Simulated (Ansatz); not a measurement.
Geometry relaxation of Bi₂Te₃ (part 2 of 2)

Bi₂Te₃ (slab, 5 atoms in the cell); DFT PBE+D3(BJ), scalar-relativistic, plane waves, PAW, no spin polarisation (Ansatz 0.2.0); cutoff 420 eV, 6×6×1 k-mesh, Gaussian smearing of 0.02 eV. The structure derives from an entry of the Crystallography Open Database. It belongs to a series of runs on one base structure; here: strain along y +0.050, atoms relaxed.

Geometry of the input (Å; fractional positions):
```
4.3497  0.0000  0.0000
-2.1749  3.9553  0.0000
0.0000  0.0000  41.0302
Te 0.0000  0.0000  0.4077
Bi 0.3333  0.6667  0.4502
Te 0.6667  0.3333  0.5000
Bi 0.0000  0.0000  0.5498
Te 0.3333  0.6667  0.5923
```

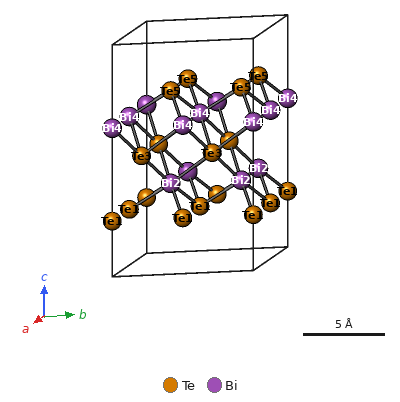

Figure 1. The geometry at step 1 of the log (ball-and-stick view of the 2 × 2 repeat of the cell, with the vacuum cut short, seen slightly off an axis; atoms are numbered from 1 in the order of the input).

What the program printed, continued
```
relax step   1: F+E_penalty+E_count = -45735.77906301 eV  Δ(F+E_penalty+E_count) = +0.000e0 eV  max|allowed force component| = 2.913e-1 eV/Å  Δτ_max = 0.0000 Å  (6 SCF iters, dr2 threshold 2.50e-6 eV, accepted)
Initial density: handed on by an earlier stage of this run
Initial wavefunctions: those handed on with the density
iter 1 solved again at ethr=2.80e-5 eV; its pass at ethr=3.10e-3 eV (dr2=2.18e-2 eV) is discarded
SCF iter   1: F=—  HF=-45735.803248 eV  |F-HF|=—  |Δ(HF+E_count)|=         —  Δρ=2.17e-3  dr2=2.31e-2  ethr=2.80e-5  ⟨swp⟩=3.2  Hψ=2773  notcnv=0  defer=21
preconditioner: auto → Resta (q_TF=auto, 1.890 Å⁻¹)  ε∞=1.8  [insulator: Δε(μ)=0.746 eV  Ē_g=8.303 eV  σ=0.020 eV  W_gap=1.00  n_scr=102 (ndim 8)  ℏωp=7.4 eV  f_vac=0.732  D(μ)=0.00/eV (n_scr^D=0)  ε∞_Penn≈1.8  vacuum switching on, ρ_ref=5.0e-3 e/Å³]
SCF iter   2: F=—  HF=-45735.802212 eV  |F-HF|=—  |Δ(HF+E_count)|=   1.04e-3  Δρ=1.14e-3  dr2=5.45e-3  ethr=2.80e-5  ⟨swp⟩=2.4  Hψ=773  notcnv=0  defer=21
SCF iter   3: F=—  HF=-45735.803272 eV  |F-HF|=—  |Δ(HF+E_count)|=   1.06e-3  Δρ=2.49e-4  dr2=3.18e-3  ethr=6.99e-6  ⟨swp⟩=3.5  Hψ=1152  notcnv=0  defer=21
SCF iter   4: F=—  HF=-45735.803268 eV  |F-HF|=—  |Δ(HF+E_count)|=   3.76e-6  Δρ=1.75e-4  dr2=1.74e-3  ethr=4.08e-6  ⟨swp⟩=2.5  Hψ=780  notcnv=0  defer=21
SCF iter   5: F=—  HF=-45735.803123 eV  |F-HF|=—  |Δ(HF+E_count)|=   1.45e-4  Δρ=6.40e-5  dr2=1.25e-4  ethr=2.23e-6  ⟨swp⟩=2.1  Hψ=724  notcnv=0  defer=21
SCF iter   6: F=—  HF=-45735.803118 eV  |F-HF|=—  |Δ(HF+E_count)|=   5.24e-6  Δρ=1.75e-5  dr2=6.65e-6  ethr=1.61e-7  ⟨swp⟩=2.3  Hψ=819  notcnv=0  defer=21
SCF iter   7: F=-45735.803119 eV  HF=-45735.803119 eV  |F-HF|=6.73e-8  |Δ(HF+E_count)|=   7.75e-7  Δρ=5.35e-6  dr2=1.51e-7  ethr=6.80e-9  ⟨swp⟩=28.8  Hψ=6969  notcnv=0
SCF 2 converged in 7 iterations: F = -45735.803119 eV  dr2 = 1.51e-7
  greatest PAW one-centre occupation: 0.998 electrons in one spin orbital (limit 2), on the Te atom at site 4 (counted from 0), in its partial waves of l = 2
relax step   2: F+E_penalty+E_count = -45735.80311878 eV  Δ(F+E_penalty+E_count) = -2.406e-2 eV  max|allowed force component| = 2.347e-1 eV/Å  Δτ_max = 0.1938 Å  (7 SCF iters, dr2 threshold 5.31e-6 eV, accepted)
SCF iter   1: F=—  HF=-45735.815719 eV  |F-HF|=—  |Δ(HF+E_count)|=         —  Δρ=8.26e-4  dr2=3.08e-3  ethr=3.82e-5  ⟨swp⟩=7.2  Hψ=1960  notcnv=0  defer=21
preconditioner: auto → Resta (q_TF=auto, 1.890 Å⁻¹)  ε∞=1.8  [insulator: Δε(μ)=0.801 eV  Ē_g=8.228 eV  σ=0.020 eV  W_gap=1.00  n_scr=102 (ndim 8)  ℏωp=7.4 eV  f_vac=0.727  D(μ)=0.00/eV (n_scr^D=0)  ε∞_Penn≈1.8  vacuum switching on, ρ_ref=4.9e-3 e/Å³]
SCF iter   2: F=—  HF=-45735.815634 eV  |F-HF|=—  |Δ(HF+E_count)|=   8.57e-5  Δρ=4.22e-4  dr2=7.09e-4  ethr=3.95e-6  ⟨swp⟩=2.0  Hψ=911  notcnv=0  defer=21
SCF iter   3: F=—  HF=-45735.815883 eV  |F-HF|=—  |Δ(HF+E_count)|=   2.50e-4  Δρ=1.55e-4  dr2=1.47e-3  ethr=9.09e-7  ⟨swp⟩=4.0  Hψ=1324  notcnv=0  defer=21
SCF iter   4: F=—  HF=-45735.815748 eV  |F-HF|=—  |Δ(HF+E_count)|=   1.35e-4  Δρ=5.53e-5  dr2=1.15e-4  ethr=9.09e-7  ⟨swp⟩=2.0  Hψ=731  notcnv=0  defer=21
iter 5 did not close the SCF: its close was put off until two iterations running show no level that it waits for move by more than its bar (scf_convergence_deferred on its scf_iter line)
SCF iter   5: F=-45735.815742 eV  HF=-45735.815741 eV  |F-HF|=2.47e-7  |Δ(HF+E_count)|=   6.69e-6  Δρ=1.82e-5  dr2=2.44e-6  ethr=4.41e-9  ⟨swp⟩=28.4  Hψ=7519  notcnv=0
SCF iter   6: F=-45735.815742 eV  HF=-45735.815742 eV  |F-HF|=1.55e-7  |Δ(HF+E_count)|=   9.42e-7  Δρ=4.86e-6  dr2=1.35e-7  ethr=3.13e-9  ⟨swp⟩=15.1  Hψ=5723  notcnv=0
SCF 3 converged in 6 iterations: F = -45735.815742 eV  dr2 = 1.35e-7
relax step   3: F+E_penalty+E_count = -45735.81574246 eV  Δ(F+E_penalty+E_count) = -1.262e-2 eV  max|allowed force component| = 8.387e-3 eV/Å  Δτ_max = 0.0712 Å  (6 SCF iters, dr2 threshold 3.44e-6 eV, accepted)
iter 1 solved again at ethr=1.73e-10 eV; its pass at ethr=3.10e-3 eV (dr2=1.35e-7 eV) is discarded
SCF iter   1: F=—  HF=-45735.815776 eV  |F-HF|=—  |Δ(HF+E_count)|=         —  Δρ=4.86e-6  dr2=1.35e-7  ethr=1.73e-10  ⟨swp⟩=1.0  Hψ=1534  notcnv=0
preconditioner: auto → Resta (q_TF=auto, 1.890 Å⁻¹)  ε∞=1.8  [insulator: Δε(μ)=0.803 eV  Ē_g=8.228 eV  σ=0.020 eV  W_gap=1.00  n_scr=102 (ndim 8)  ℏωp=7.4 eV  f_vac=0.728  D(μ)=0.00/eV (n_scr^D=0)  ε∞_Penn≈1.8  vacuum switching on, ρ_ref=4.9e-3 e/Å³]
SCF iter   2: F=-45735.815742 eV  HF=-45735.815742 eV  |F-HF|=6.77e-8  |Δ(HF+E_count)|=   3.39e-5  Δρ=2.71e-6  dr2=4.45e-8  ethr=1.28e-10  ⟨swp⟩=12.7  Hψ=5300  notcnv=0
SCF 4 converged in 2 iterations: F = -45735.815742 eV  dr2 = 4.45e-8
relax step   4: F+E_penalty+E_count = -45735.81574248 eV  Δ(F+E_penalty+E_count) = -1.767e-8 eV  max|allowed force component| = 8.373e-3 eV/Å  Δτ_max = 0.0000 Å  (2 SCF iters, accepted)
NSCF: frozen V_eff on 25 k-points
SCF converged after 2 iterations
Free energy (F): -45735.815742 eV
Harris-Foulkes:  -45735.815742 eV  (|F-HF|=6.77e-8)
Internal energy: -45735.815742 eV  (E = F + TS)
E sigma→0 (E₀):  -45735.815742 eV
Fermi energy:    -5.122331 eV
--- Per-component energies (eV) ---
  E_band       = -2089.889697
  E_kinetic    = 1142.138466
  E_local      = -235183.655632  (includes V_loc(G=0)·N_el)
  E_nonlocal   = 191.943424
  E_hartree    = 117035.882976
  E_xc         = -675.114752
  E_vxc        = -599.949337  (∫ρ·V_xc dr)
  E_paw        = -35312.808213  (= ΣΔE_a)
  E_vpaw       = -1712.121961  (= ΣTr[D̂ρ^β])
  E_aug_tail   = -0.001427  (compensation charges beyond the density's cutoff)
  E_ewald      = 107067.522673
  E_disp       = -1.723256  (pairwise vdW)
  E_smearing   = -0.000000  (= −TS)
  E_closure    = -0.000000  (closes the sum)
  Σ components = -45735.815742   (vs F -45735.815742, Δ=0.00e0)
--- Forces (eV/Å), atoms counted from 1 ---
  atom   1  Te    -0.00000000     0.00837316     0.00575394
  atom   2  Bi    -0.00000000     0.00568017     0.00199557
  atom   3  Te     0.00000000     0.00000000     0.00000000
  atom   4  Bi     0.00000000    -0.00568017    -0.00199557
  atom   5  Te     0.00000000    -0.00837316    -0.00575394
  max |Σ_I F_I| component: 3.23e-27 eV/Å
--- 2D stress c σ (N/m, compression-positive) ---
       -0.581613       0.000000       0.000000
        0.000000      -2.661375       0.000000
        0.000000       0.000000       0.000000
  P = ½ c Tr σ = -1.6215 N/m
--- Band table (eV; the first three rows and the last of 13) ---
  k-point 0: bands = ["-41.3995", "-41.3995", "-41.3990", "-41.3990", "-41.3816", "-41.3816", "-41.3727", "-41.3727", "-41.3677", "-41.3677", "-41.3552", "-41.3525", "-41.3428", "-41.3221", "-41.3217", "-28.1154", "-28.1136", "-28.1087", "-28.1072", "-28.1065", "-28.1054", "-28.1038", "-28.1022", "-28.1006", "-28.0992", "-17.9888", "-17.4474", "-15.8026", "-14.0205", "-12.9369", "-7.0429", "-6.7885", "-6.5468", "-6.5133", "-6.2597", "-6.2012", "-6.0930", "-5.8847", "-5.7679", "-4.7213", "-3.9713", "-3.8945", "-3.3434", "-2.9212", "-2.8742", "-0.5476", "-0.4884"]
  k-point 1: bands = ["-41.3993", "-41.3993", "-41.3990", "-41.3990", "-41.3816", "-41.3816", "-41.3727", "-41.3727", "-41.3676", "-41.3676", "-41.3551", "-41.3524", "-41.3428", "-41.3219", "-41.3217", "-28.1174", "-28.1155", "-28.1068", "-28.1052", "-28.1048", "-28.1040", "-28.1038", "-28.1019", "-28.1015", "-28.1000", "-17.7710", "-17.2498", "-15.6949", "-14.1460", "-13.3325", "-8.2039", "-7.4787", "-7.2885", "-7.0543", "-6.5324", "-6.5289", "-5.8537", "-5.6560", "-5.5546", "-4.0068", "-3.5538", "-3.5345", "-2.8574", "-2.5466", "-2.2870", "-0.5585", "-0.2341"]
  k-point 2: bands = ["-41.3990", "-41.3989", "-41.3989", "-41.3989", "-41.3817", "-41.3817", "-41.3727", "-41.3727", "-41.3675", "-41.3675", "-41.3551", "-41.3523", "-41.3428", "-41.3218", "-41.3215", "-28.1218", "-28.1195", "-28.1064", "-28.1042", "-28.1036", "-28.1020", "-28.1011", "-28.1002", "-28.0998", "-28.0991", "-17.1521", "-16.7230", "-15.5394", "-14.6416", "-14.1719", "-9.3230", "-8.3505", "-7.8520", "-7.6578", "-6.9988", "-6.9628", "-6.1956", "-5.7699", "-5.7341", "-3.7156", "-3.1247", "-2.9739", "-2.1233", "-1.8555", "-1.3033", "-1.1098", "0.2395"]
  k-point 12: bands = ["-41.3994", "-41.3994", "-41.3981", "-41.3981", "-41.3816", "-41.3816", "-41.3729", "-41.3729", "-41.3671", "-41.3671", "-41.3550", "-41.3523", "-41.3432", "-41.3220", "-41.3206", "-28.1178", "-28.1156", "-28.1112", "-28.1080", "-28.1073", "-28.1057", "-28.1009", "-28.0999", "-28.0937", "-28.0924", "-16.4761", "-16.1878", "-15.4620", "-15.0119", "-14.7696", "-9.5071", "-8.8528", "-8.3641", "-8.1941", "-7.6744", "-7.1867", "-6.3209", "-6.0795", "-5.7711", "-3.6488", "-3.2626", "-3.0335", "-2.0496", "-1.5096", "-1.0153", "-0.9104", "0.5091"]
--- Relaxed structure (4 steps of the walk, 4 accepted, 0 SCFs on fresh bases) ---
  F+E_penalty+E_count = -45735.81574248 eV   max|allowed force component| = 8.373e-3 eV/Å
  cell:  # Å, volume = 705.9102 Å³
    - [4.3497384303, 2.74928132985529e-11, 0.0]
    - [-2.174869215175, 3.955333179486254, 0.0]
    - [0.0, 0.0, 41.0301607706]
  atoms:
    - { symbol: Te, position: [0.010452881688035506, 0.02090576337607102, 0.4100250227892636] }
    - { symbol: Bi, position: [0.33916806667396165, 0.6783361333479232, 0.4512770522844031] }
    - { symbol: Te, position: [0.6666666666666665, 0.3333333333333333, 0.49999999999999994] }
    - { symbol: Bi, position: [-0.005834733340628244, -0.011669466681256475, 0.5487229477155968] }
    - { symbol: Te, position: [0.3228804516452979, 0.6457609032905955, 0.5899749772107363] }
```

Trajectory as extended XYZ (Å, eV, eV/Å), 4 frames, from step=1 to step=4
```
5
Lattice="4.3497 0.0000 0.0000 -2.1749 3.9553 0.0000 0.0000 0.0000 41.0302" Properties=species:S:1:pos:R:3:forces:R:3 step=1 energy=-45735.77906
Te    0.0000    0.0000   16.7279    0.0000   0.1581   0.2913
Bi    0.0000    2.6369   18.4712    0.0000  -0.0412  -0.1086
Te    2.1749    1.3184   20.5151    0.0000   0.0000   0.0000
Bi    0.0000    0.0000   22.5590    0.0000   0.0412   0.1086
Te    0.0000    2.6369   24.3023    0.0000  -0.1581  -0.2913
5
Lattice="4.3497 0.0000 0.0000 -2.1749 3.9553 0.0000 0.0000 0.0000 41.0302" Properties=species:S:1:pos:R:3:forces:R:3 step=2 energy=-45735.80312
Te    0.0000    0.1042   16.8913    0.0000  -0.0422  -0.2347
Bi    0.0000    2.6923   18.5435    0.0000   0.0252   0.1158
Te    2.1749    1.3184   20.5151    0.0000   0.0000   0.0000
Bi    0.0000   -0.0554   22.4867    0.0000  -0.0252  -0.1158
Te    0.0000    2.5327   24.1389    0.0000   0.0422   0.2347
5
Lattice="4.3497 0.0000 0.0000 -2.1749 3.9553 0.0000 0.0000 0.0000 41.0302" Properties=species:S:1:pos:R:3:forces:R:3 step=3 energy=-45735.81574
Te    0.0000    0.0827   16.8234    0.0000   0.0084   0.0058
Bi    0.0000    2.6830   18.5160    0.0000   0.0057   0.0020
Te    2.1749    1.3184   20.5151    0.0000   0.0000   0.0000
Bi    0.0000   -0.0462   22.5142    0.0000  -0.0057  -0.0020
Te    0.0000    2.5542   24.2068    0.0000  -0.0084  -0.0058
5
Lattice="4.3497 0.0000 0.0000 -2.1749 3.9553 0.0000 0.0000 0.0000 41.0302" Properties=species:S:1:pos:R:3:forces:R:3 step=4 energy=-45735.81574
Te    0.0000    0.0827   16.8234    0.0000   0.0084   0.0058
Bi    0.0000    2.6830   18.5160    0.0000   0.0057   0.0020
Te    2.1749    1.3184   20.5151    0.0000   0.0000   0.0000
Bi    0.0000   -0.0462   22.5142    0.0000  -0.0057  -0.0020
Te    0.0000    2.5542   24.2068    0.0000  -0.0084  -0.0058
```

Summary

| quantity | value |
| --- | --- |
| outcome | converged |
| electrons treated | 78 |
| free energy | −45735.8157 eV |
| work function, top face | 5.12 eV |
| work function, bottom face | 5.12 eV |
| Fermi energy | −5.122 eV |
| gap on the k-point mesh | 0.80 eV |
| gap on the band path | 0.77 eV |
| final volume | 705.91 Å³ |
| work function (upper face) | 5.12 eV |
| largest force (length of the vector) at the end | 0.010 eV/Å |
| hardware | 4 threads of Arm Neoverse V1, 24 GiB of memory available, shared host |
| wall time | 48 s (CPU time 2.9 min) |
| peak memory | 1.4 GiB |

Remarks

Warnings of the run: the SCF threshold is looser than advised for the printed stress. Spin–orbit coupling is left out, which matters for Bi.
